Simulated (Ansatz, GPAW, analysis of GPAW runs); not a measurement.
**N2V- centre in diamond: hyperfine coupling against experiment (GPAW)**

Aim: the hyperfine coupling of the N2V- centre in diamond, to be set beside the measurement. Set-up: PBEsol, plane waves 500 eV, 64-site cell, PBEsol lattice, k: the zone centre alone then 2x2x2 shifted, start relaxed with Ansatz. The model is a cell of 64 host atoms with 1 site emptied, N put on another atom's site and N put on another atom's site. The isotropic coupling follows from the spin density at the nucleus, the nuclear g-factor and the total spin. A local or semilocal functional is the cheapest first rung.

Measured beforehand: 15N, isotropic: 4.02 MHz, by EPR (“Electron paramagnetic resonance of the N2V− defect in 15N-doped synthetic diamond”, 2015, B. L. Green et al.). 13C, the two neighbours of the vacancy, isotropic: 240.7 MHz, by EPR (“Electron paramagnetic resonance of the N2V− defect in 15N-doped synthetic diamond”, 2015, B. L. Green et al.). The runs below try to reproduce this.

Program: GPAW 26.7.0. Level of theory: GPAW plane-wave PAW DFT, PBEsol; relaxation of all atoms of a defect supercell. Results are calculated unless marked as measured.

## Step 1: The starting structure

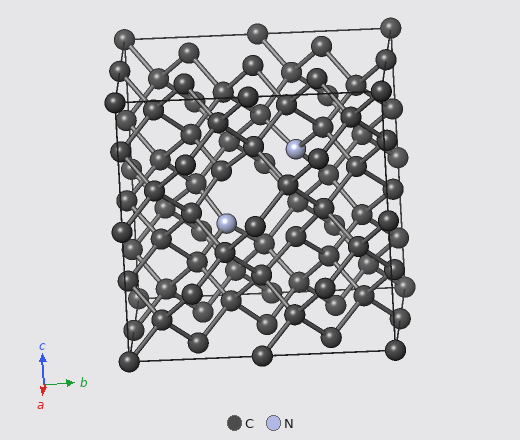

The starting structure, seen slightly off an axis (carbon dark grey, nitrogen light blue). Bonds to atoms that aren't drawn are left out. Some periodic images of atoms are drawn too.

The cell holds 63 atoms: 61 C and 2 N. Its edges and angles: a = 7.108 Å, b = 7.108 Å, c = 7.108 Å, α = 90.0°, β = 90.0°, γ = 90.0°. It derives from C (space group Fd-3m). Nearest the centre at fractional (0.375, 0.375, 0.375): C48 at 1.65 Å, C41 at 1.65 Å, N26 at 1.69 Å, N4 at 1.69 Å, C22 at 2.47 Å, C14 at 2.47 Å, C20 at 2.50 Å, C6 at 2.50 Å. The cell carries charge −1.

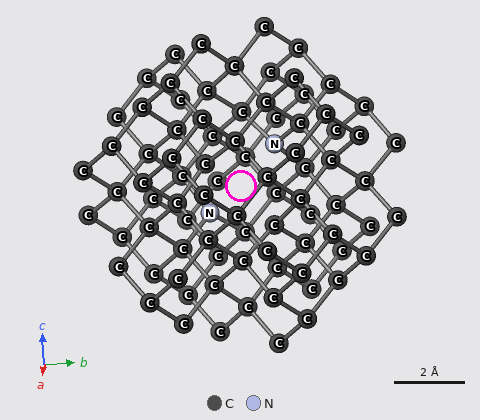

The atoms within 5 Å of the centre. A ring marks the centre wherever it is empty.

The host's primitive cell comes from a first run (GPAW plane-wave PAW DFT, PBEsol; relaxation of cell and atoms of a defect-free cell): vectors of 2.513, 2.513 and 2.513 Å. That is 5.61 Å³ an atom, 1.0 % under the diffraction cell's volume. The supercell is built on it.

This program's steps are dear, so the start below was first relaxed with Ansatz (plane-wave PAW DFT, PBEsol; 17 s).

## Step 2: Relaxation, charge −1

Every later number rests on the structure around the defect, so the atoms are relaxed at the host's lattice first.

Contents of run.py:

```python
import numpy as np
from ase.io import read, write
from ase.parallel import parprint, world
from gpaw import GPAW, PW
from gpaw import setup_paths
from ase.optimize import BFGS

setup_paths.insert(0, '.')
atoms = read('POSCAR')
magmoms = np.zeros(len(atoms))
magmoms[[25, 3, 40, 47]] = 1 / 4
atoms.set_initial_magnetic_moments(magmoms)
calc = GPAW(mode=PW(500),
            xc='PBEsol',
            kpts={'size': (1, 1, 1), 'gamma': True},
            charge=-1,
            occupations={'name': 'fermi-dirac', 'width': 0.01, 'fixmagmom': True},
            nbands=136,
            convergence={'density': 1e-05, 'forces': 0.001},
            maxiter=150,
            symmetry='off',
            txt='gpaw.txt')
atoms.calc = calc
opt = BFGS(atoms, trajectory='relax.traj', logfile='-')
done = opt.run(fmax=0.02, steps=80)
parprint('Converged:', done)
energy = atoms.get_potential_energy()
forces = atoms.get_forces()
parprint(f'Energy: {energy:.6f} eV, largest force {np.linalg.norm(forces, axis=1).max():.4f} eV/A')
calc.write('gs.gpw')
write('final.xyz', atoms)
parprint('Moments:', atoms.get_magnetic_moments().round(3))
for s in range(calc.get_number_of_spins()):
    parprint('Levels (eV), spin', s, calc.get_eigenvalues(kpt=0, spin=s)[-16:].round(3))
```

Contents of POSCAR:

```
C  N  C  N  C 
 1.0000000000000000
     7.1084376133740719    0.0000000000000040   -0.0000000000000000
     0.0000000000000013    7.1084376133740772   -0.0000000000000000
    -0.0000000000000004   -0.0000000000000022    7.1084376133740754
 C   N   C   N   C  
   3   1  21   1  37
Direct
 -0.0006912392032164 -0.0017605652091123  0.2499935022122280
 -0.0006876947467158  0.2496896109162058 -0.0014531385818584
  0.2508080614961936 -0.0017463204126275 -0.0014423390683759
  0.2381760682407848  0.2373918334951730  0.2376928992293186
  0.1262558113017712  0.1257765171197739  0.3689628928833054
  0.1262642314731351  0.3686567327266468  0.1260950438317451
  0.3697925613635084  0.1255316502876385  0.1258425328247541
  0.0008016474932145  0.0005471889083182  0.7492950471048115
  0.0033199685077208  0.2525841603206154  0.4972629182663679
  0.2519269433181772  0.0024216877086366  0.4976010066257317
  0.2519246956602742  0.2522532496779245  0.7474196425530031
  0.1256393197953276  0.1255353560187943  0.8731643888157506
  0.1262613839899573  0.3808870291180925  0.6240614521843965
  0.3776330245671387  0.1288776307907189  0.6209634088378044
  0.3755891574408827  0.3747706065473452  0.8750874994974868
  0.0033350470224388  0.4969528058963230  0.2529052051361391
  0.0007915063086798  0.7489831630302519  0.0008734831968432
  0.2519272139763334  0.4972915238817115  0.0027362306093971
  0.2519214941614976  0.7471154484311362  0.2525565036778291
  0.1262532355957873  0.6237599657371847  0.3811941992510818
  0.1256382774322284  0.8728517164003189  0.1258515244351476
  0.3776225906812600  0.6206551418611354  0.1291966491483582
  0.3755836458801307  0.8747640129151475  0.3750832350542243
 -0.0006919263084952  0.4998528273691122  0.7516122729966730
 -0.0006960556407719  0.7512963938901581  0.5001617070230159
  0.2381746904849085  0.5121616750889646  0.5124534853421043
  0.2508046002874287  0.7512824178513894  0.7515967653490838
  0.1256321405599948  0.6239997187083527  0.8770022998089240
  0.1256443794969223  0.8766708386759600  0.6243099613346632
  0.3697893793689814  0.6240143996569063  0.6243203466235898
  0.3756839909940979  0.8747684555918399  0.8750790604831117
  0.4985141014714947  0.0018234171033217  0.2513757189598075
  0.4985209420810777  0.2510570886646349  0.0021425262231934
  0.7496294658584787 -0.0001129261524891  0.0002051184185687
  0.7500184428080274  0.2498176140230856  0.2501368096352350
  0.6248285829220589  0.1263776261368692  0.3768915190080583
  0.6248354430227711  0.3765783411188010  0.1266920711467681
  0.8745457362305421  0.1245333771497821  0.1248344110375280
  0.8751229605941809  0.3747734009865266  0.3750748217474409
  0.4997566029356934 -0.0004887143409148  0.7503317110799224
  0.5124536251322401  0.2421311642528329  0.5077064988185768
  0.7518028851384581 -0.0014426442536197  0.4988928101039173
  0.7518069142857724  0.2509632502531210  0.7512857185894288
  0.6244557032590321  0.1250727183987751  0.8758117596517455
  0.6248317967191095  0.3729572930498632  0.6234625220841570
  0.8767822865025329  0.1255976998681252  0.6242523723529643
  0.8758668311760299  0.3747718487529252  0.8750765773977630
  0.5124540685573524  0.5074123599384280  0.2424291701077174
  0.4997590772490335  0.7500343121389965 -0.0001913779216783
  0.7518063504020545  0.4985814123923237 -0.0011315076560875
  0.7518006676090024  0.7509700116500815  0.2512687587712595
  0.6248273185189051  0.6231547273566195  0.3732676259053790
  0.6244542817929922  0.8754939554831443  0.1253850757834193
  0.8767755579294734  0.6239419277988774  0.1259089668090841
  0.8758581270977293  0.8747651395590536  0.3750767226911680
  0.4985157532124430  0.4984829379161554  0.7480227464001821
  0.4985160189815469  0.7477124156211536  0.4987919653958033
  0.7500232371450637  0.4997130978697786  0.5000217351988800
  0.7496331416231375  0.7496437861538503  0.7499593206763302
  0.6244561993153199  0.6244637219554163  0.8743523767316660
  0.6244625924107357  0.8740420419519922  0.6247745488045819
  0.8745456726647837  0.6250064899752762  0.6253201244781500
  0.8751627403533538  0.8747663232271797  0.8750841568824160
```

On the command line:

```
gpaw-setup -f PBEsol C N
OMP_NUM_THREADS=1 mpirun -n 4 gpaw python run.py > stdout
```

Log:

```text
__  _  _
 | _ |_)|_||  |
 |__||  | ||/\| - 26.7.0

Input parameters:
  mode=PW(ecut=500.0),
  charge=-1,
  convergence={'density': 1e-05, 'forces': 0.001},
  kpts=MonkhorstPack(size=(1, 1, 1), gamma=True),
  maxiter=150,
  nbands=136,
  occupations=Occupations(name='fermi-dirac', width=0.01, fixmagmom=True),
  symmetry=Symmetry(point_group=False, time_reversal=False),
  xc=XC(name='PBEsol')

Diagonalizing LCAO Hamiltonian
Converting LCAO to pw mode

                 C        C
            C  C     C C
         C   C C  C   C C
          C C   C C  C   C
          CC     C C      C
       C    CNC C    CCC
        C      C C    CCC
         CCC C    C C
          C N   C  C C   C
       C   C  C C  C  C
        C     C  C     C
           C        C

Atoms  # Å, Bohr magnetons
|    | symbol |         x |         y |         z |    initial magnetic moments |
|----|--------|-----------|-----------|-----------|-----------------------------|
|  0 |      C | -0.004914 | -0.012515 |  1.777063 | ( 0.0000,  0.0000,  0.0000) |
|  1 |      C | -0.004888 |  1.774903 | -0.010330 | ( 0.0000,  0.0000,  0.0000) |
|  2 |      C |  1.782853 | -0.012414 | -0.010253 | ( 0.0000,  0.0000,  0.0000) |
|  3 |      N |  1.693060 |  1.687485 |  1.689625 | ( 0.0000,  0.0000,  0.2500) |
|  4 |      C |  0.897482 |  0.894075 |  2.622750 | ( 0.0000,  0.0000,  0.0000) |
|  5 |      C |  0.897541 |  2.620573 |  0.896339 | ( 0.0000,  0.0000,  0.0000) |
|  6 |      C |  2.628647 |  0.892334 |  0.894544 | ( 0.0000,  0.0000,  0.0000) |
|  7 |      C |  0.005698 |  0.003890 |  5.326317 | ( 0.0000,  0.0000,  0.0000) |
|  8 |      C |  0.023600 |  1.795479 |  3.534762 | ( 0.0000,  0.0000,  0.0000) |
|  9 |      C |  1.790807 |  0.017214 |  3.537166 | ( 0.0000,  0.0000,  0.0000) |
| 10 |      C |  1.790791 |  1.793126 |  5.312986 | ( 0.0000,  0.0000,  0.0000) |
[...]
| 25 |      N |  1.693050 |  3.640669 |  3.642744 | ( 0.0000,  0.0000,  0.2500) |
[...]
Unit cell  # Å
| periodic |         x |         y |         z |  lengths |    angles |
|----------|-----------|-----------|-----------|----------|-----------|
|      yes |  7.108438 |  0.000000 | -0.000000 | 7.108438 | 90.000000 |
|      yes |  0.000000 |  7.108438 | -0.000000 | 7.108438 | 90.000000 |
|      yes | -0.000000 | -0.000000 |  7.108438 | 7.108438 | 90.000000 |

Number of symmetries: 1
Symmetry operations  # r_c * U_cc + t_c -> r_c
|   | kind |            matrix            |
|---|------|------------------------------|
| 0 |  E   |  1, 0, 0,  0, 1, 0,  0, 0, 1 |

BZ-sampling:
  Number of BZ points: 1
  Number of IBZ points: 1

  Monkhorst-Pack size: [1, 1, 1]
  Monkhorst-Pack shift: [0, 0, 0]

K-points  # in reciprocal-cell coordinates
|   |                                coordinates |     weight |
|---|--------------------------------------------|------------|
| 0 | (  0.00000000,   0.00000000,   0.00000000) | 1.00000000 |

Plane wave coefficients: 4523
Cutoff: 500.0 eV

Spin-components: 2 (collinear spins)
Bands:           136
Projectors:      315
Spin-degeneracy: 1
Datatype:        float64

Density:
  Valence electrons: 254.0
  Components: 2
  Grid points: [40 40 40]
  Charge: -1.0  # |e|

Potential:
  Grid points: [40 40 40]

species:
  C:
    name:    Carbon
    Z:       6.0
    valence: 4
    core:    2
    charge:  0.0  # [|e|]
    compensation charges:
      type: gauss
      rc: 0.20  # [Å]
      lmax: 2
    cutoffs:
      filter: 1.14  # [Å]
      core: 1.14  # [Å]
    projectors
    | kind |    occ | energy [eV] | rcut [Å] |
    |------|--------|-------------|----------|
    |   2s |  2.000 |     -13.648 |    0.635 |
    |   2p |  2.000 |      -5.232 |    0.635 |
    |    s |        |      13.563 |    0.635 |
    |    p |        |      21.979 |    0.635 |
    |    d |        |       0.000 |    0.635 |

    Using partial waves for C as LCAO basis

  N:
    name:    Nitrogen
    Z:       7.0
    valence: 5
    core:    2
    charge:  0.0  # [|e|]
    compensation charges:
      type: gauss
      rc: 0.18  # [Å]
      lmax: 2
    cutoffs:
      filter: 1.11  # [Å]
      core: 0.96  # [Å]
    projectors
    | kind |    occ | energy [eV] | rcut [Å] |
    |------|--------|-------------|----------|
    |   2s |  2.000 |     -18.455 |    0.603 |
    |   2p |  3.000 |      -7.035 |    0.529 |
    |    s |        |       8.756 |    0.603 |
    |    p |        |      20.177 |    0.529 |
    |    d |        |       0.000 |    0.577 |

    Using partial waves for N as LCAO basis

Reference energy: -65352.620060  # eV

eigensolver:
  PPCG
  Converge bands: occupied
  niter=2

density mixing:
  MSR1-Mixer
  Pratt-step length: 0.05
  Maximum mixing coefficient: 0.75
  Old densities: 10
  SVD Regularization: 0.005
  Good broyden scale: 1.0
  Trust region scale: 1.0
  Backstep threshold: 4.0
  History deletion threshold: 6.0
  Fourier metric: weight=20.0, sigma=0.015

occupation numbers:
  Fixed magnetic moment: 1.000
  Fermi-Dirac:
    width: 0.0100  # eV

poisson solver:
  ecut: 4000.0  # eV
  uniform background charge: -1.0  # electrons

xc functional:
  name: PBEsol with 2 nearest neighbor stencil

Initialization done in: 21.820 s

convergence criteria:
[...]
|iter:   1| | -578.281372c| -4.68 |       |      |  +0.9999|
|iter:   2| | -578.281258c| -6.21 | -3.64 |      |  +0.9999|
|iter:   3| | -578.280997c| -5.25 | -3.72 |      |  +0.9999|
|iter:   4| | -578.280984c| -6.41 | -4.14 |      |  +0.9999|
|iter:   5| | -578.280982c| -7.36 | -4.42 |      |  +1.0000|
|iter:   6| | -578.280981c| -7.90c| -4.72 |      |  +1.0000|
|iter:   7| | -578.280981c| -8.19c| -5.26c|-1.27 |  +1.0000|
|iter:   8| | -578.280981c| -8.63c| -5.47c|-2.80 |  +1.0000|
|iter:   9| | -578.280981c| -9.29c| -5.93c|-3.34c|  +1.0000|

Converged in 9 steps
SCF loop duration: 33.046 s (3.672 s/step)
Energy contributions relative to reference atoms: (reference = -65352.620060)

Energy contributions:
  Kinetic:         592.170925
  Coulomb:        -515.761409
  Zero:              0.548514
  External:          0.000000
  Xc:             -655.239011
  Entropy:          -0.000000
  Spinorbit:         0.000000
  ----------------------------
  Free energy:    -578.280981
  Extrapolated:   -578.280981

dipole moment: (-2.487177, 24.696004, -2.875440)  # |e|*Ang

Total magnetic moment: (0.000000, 0.000000, 1.000000)

Local magnetic moments
|        x |        y |         z |
|----------|----------|-----------|
[...]
Fermi levels: 15.097, 14.523
Eigenvalues  # (at kpt = [0.000, 0.000, 0.000])
| band index |      eig [eV] | occ [0-1] |      eig [eV] | occ [0-1] |
|------------|---------------|-----------|---------------|-----------|
[...]
|        ... |               |           |               |           |
[...]
Gap: 1.040 eV
Transition (v -> c):
  (s=1, k=0, n=127, [0.00, 0.00, 0.00]) -> (s=0, k=0, n=128, [0.00, 0.00, 0.00])
No difference between direct/indirect transitions

Forces  # eV/Ang
|        x |        y |        z |
|----------|----------|----------|
[...]
C        C
            C  C     C C
         C   C C  C   C C
          C C   C C  C   C
          CC     C C      C
       C    CNC C    CCC
        C      C C    CCC
         CCC C    C C
          C N   C  C C   C
       C   C  C C  C  C
        C     C  C     C
           C        C

Atoms  # Å, Bohr magnetons
|    | symbol |         x |         y |         z |    initial magnetic moments |
|----|--------|-----------|-----------|-----------|-----------------------------|
[...]
|  3 |      N |  1.695813 |  1.690302 |  1.692536 | ( 0.0000,  0.0000,  0.0013) |
[...]
| 25 |      N |  1.695816 |  3.637736 |  3.639932 | ( 0.0000,  0.0000,  0.0013) |
[...]
| 58 |      C |  5.328666 |  5.328838 |  5.331047 | ( 0.0000,  0.0000,  0.0003) |
| 59 |      C |  4.438883 |  4.438981 |  6.215325 | ( 0.0000,  0.0000, -0.0010) |
| 60 |      C |  4.438884 |  6.213121 |  4.441189 | ( 0.0000,  0.0000, -0.0010) |
| 61 |      C |  6.216656 |  4.442832 |  4.445034 | ( 0.0000,  0.0000, -0.0009) |
| 62 |      C |  6.221102 |  6.218237 |  6.220455 | ( 0.0000,  0.0000,  0.0005) |

Unit cell  # Å
| periodic |         x |         y |         z |  lengths |    angles |
|----------|-----------|-----------|-----------|----------|-----------|
|      yes |  7.108438 |  0.000000 | -0.000000 | 7.108438 | 90.000000 |
|      yes |  0.000000 |  7.108438 | -0.000000 | 7.108438 | 90.000000 |
|      yes | -0.000000 | -0.000000 |  7.108438 | 7.108438 | 90.000000 |

Initialization done in: 2.504 s

convergence criteria:
- Maximum integral of absolute [dens]ity change: 1e-05 electrons / valence electron
- Maximum change in the atomic [forces] across last 2 cycles: 0.001 eV/Ang OR
Maximum error relative to the maximum force is below inf
- Maximum [total energy] change in last 3 cyles: 0.0005 eV / valence electron
- Maximum integral of absolute [eigenst]ate change: 4e-08 eV^2 / valence electron
maximum number of iterations: 150

SCF iterations
|iter     | |      energy | eigst |  dens |force |  magmom |
|---------|-|-------------|-------|-------|------|---------|
|iter:   1| | -578.281052c| -5.77 |       |      |  +0.9999|
|iter:   2| | -578.281045c| -7.31 | -4.21 |      |  +0.9999|
|iter:   3| | -578.281029c| -6.49 | -4.27 |      |  +1.0000|
|iter:   4| | -578.281029c| -7.65c| -4.64 |      |  +1.0000|
|iter:   5| | -578.281028c| -7.95c| -4.92 |      |  +1.0000|
|iter:   6| | -578.281028c| -8.36c| -5.34c|-1.84 |  +1.0000|
|iter:   7| | -578.281028c| -9.02c| -5.84c|-3.31c|  +1.0000|

Converged in 7 steps
SCF loop duration: 22.500 s (3.214 s/step)
Energy contributions relative to reference atoms: (reference = -65352.620060)

Energy contributions:
  Kinetic:         592.120151
  Coulomb:        -515.725102
  Zero:              0.548514
  External:          0.000000
  Xc:             -655.224592
  Entropy:          -0.000000
  Spinorbit:         0.000000
  ----------------------------
  Free energy:    -578.281028
  Extrapolated:   -578.281028

dipole moment: (-2.491310, 24.698219, -2.874499)  # |e|*Ang

Total magnetic moment: (0.000000, 0.000000, 1.000000)

Local magnetic moments
|        x |        y |         z |
|----------|----------|-----------|
[...]
Fermi levels: 15.097, 14.523
Eigenvalues  # (at kpt = [0.000, 0.000, 0.000])
| band index |      eig [eV] | occ [0-1] |      eig [eV] | occ [0-1] |
|------------|---------------|-----------|---------------|-----------|
[...]
|        ... |               |           |               |           |
[...]
|        131 |        16.236 |     0.000 |        16.243 |     0.000 |
|        132 |        16.324 |     0.000 |        16.337 |     0.000 |
|        133 |        16.345 |     0.000 |        16.385 |     0.000 |
|        134 |        16.550 |     0.000 |        16.562 |     0.000 |
|        135 |        16.727 |     0.000 |        16.741 |     0.000 |

Gap: 1.040 eV
Transition (v -> c):
  (s=1, k=0, n=127, [0.00, 0.00, 0.00]) -> (s=0, k=0, n=128, [0.00, 0.00, 0.00])
No difference between direct/indirect transitions

Forces  # eV/Ang
|        x |        y |        z |
|----------|----------|----------|
[...]
|  0.00049 |  0.00120 |  0.00113 |  # C   58
| -0.00048 |  0.00164 |  0.00201 |  # C   59
| -0.00044 |  0.00200 |  0.00157 |  # C   60
| -0.00027 |  0.00004 |  0.00005 |  # C   61
|  0.00050 |  0.00012 | -0.00008 |  # C   62

# Writing to gs.gpw (mode='')
```

The job ended after 2.9 min (4 MPI ranks of Intel Xeon Platinum 8259CL at 2.50GHz (Skylake/Cascade Lake), shared host; peak memory 1.6 GiB; 12 min of CPU time).

No atom moved by 0.005 Å in the relaxation.

The atoms nearest to the centre after the run:

```csv
atom,distance (Å)
C48,1.651
C41,1.654
N26,1.684
N4,1.685
C22,2.470
C14,2.473
C20,2.502
C6,2.503
C52,2.503
C13,2.504
C37,2.504
C5,2.504
C45,2.505
C36,2.505
C30,2.506
C7,2.508
```

This step gave:

| Property | Result |
| --- | --- |
| total moment | 1.0000 μB |

(Part 1 of 2 ends here.)

[Logs are printed without paths, hosts, clocks, repeated set-up lines and the standing remarks that a program may print on its own settings, such as how far it seeks lower states.]

[Hosts, paths, dates, database ids (printed as entryN), source tags and the programs' standing remarks are cut or masked in the printed files.]

[For some hosts the program warned that the k-mesh of the response run may be too coarse for force constants and the static dielectric constant; such warnings are not shown here.]
